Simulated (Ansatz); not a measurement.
Start from this file.

Space group Cmcm (No. 63). a = 3.548 Å, b = 13.561 Å, c = 3.758 Å, α = 90.00°, β = 90.00°, γ = 90.00°
```json
{"atom": "Ti", "site": "4c", "symmetry": "m2m", "x": "0.5000", "y": "0.6032", "z": "0.7500"}
{"atom": "Si", "site": "4c", "symmetry": "m2m", "x": "0.5000", "y": "0.9409", "z": "0.7500"}
{"atom": "Si", "site": "4c", "symmetry": "m2m", "x": "0.0000", "y": "0.7502", "z": "0.7500"}
```

### What would you see if this were drawn?

The stoichiometry is TiSi₂. The structure has Cmcm (No. 63) symmetry and a base-centred orthorhombic lattice. Cell content 4 Ti, 8 Si; Z = 4.

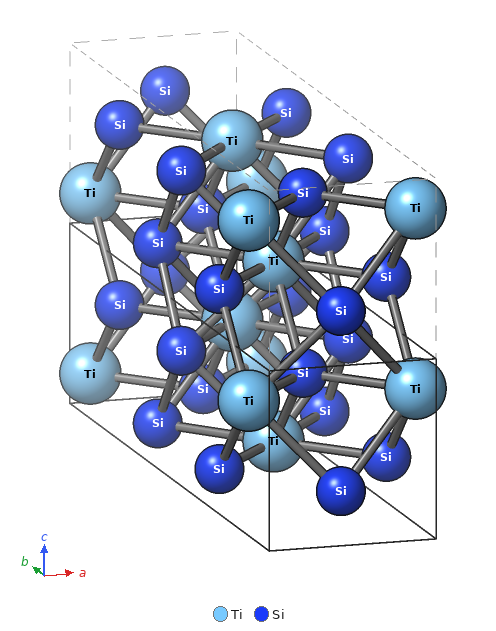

The structure above is drawn in ball-and-stick style and viewed slightly off an axis. Shown are 1×1×2 repeats of the conventional unit cell, one of them outlined in solid lines.

Origin of the cell: a structure listed in the Materials Project. The cell was then strained or its atoms displaced on purpose. Ansatz was used for an electronic-structure calculation on it.

At this level of theory the run's own cell isn't at rest (stretched, at -7 GPa), so its distances can differ from those at equilibrium, the more so the softer the solid.
